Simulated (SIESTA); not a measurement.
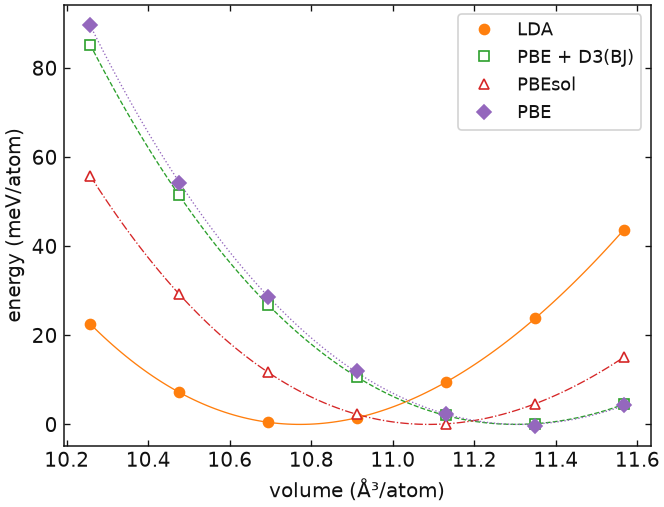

The plot gives the computed energy against volume, with one curve for each functional, for HfO₂ (space group P4_2/nmc).

Calculation (SIESTA 5.4.2): DFT in numerical atomic orbitals with pseudopotentials, no spin polarisation; energies at scaled volumes of the given cell, shape and fractions fixed, counted from the fit's minimum, third-order Birch-Murnaghan fit. All runs: no spin polarisation.

```csv
setting,value
k mesh,6×6×4
occupations,Fermi–Dirac
smearing width,0.05 eV
```

Settings that differ: LDA: potentials PseudoDojo-0.4-standard,-converted-to PSML,-two-zetas-on-semicore-shells; PBE + D3(BJ): potentials PseudoDojo-0.4-standard,-converted-to PSML,-two-zetas-on-semicore-shells; PBEsol: potentials PseudoDojo-0.4-standard,-converted-to PSML,-two-zetas-on-semicore-shells; PBE: potentials SG15-1.2,-converted-to-PSML,-two-zetas-o semicore-shells-or-PseudoDojo-by-element.

> Order the curves by fitted bulk modulus, smallest first.

PBE + D3(BJ) 239.9, PBE 247.3, PBEsol 251.5, LDA 270.3 GPa.

Keep in mind: mulliken charges of long orbitals (LDA, PBEsol); short basis over semicore shells (LDA, PBE + D3(BJ), PBEsol); shape and atomic fractions are frozen while scaling, which makes layered, chain and framework solids too stiff.
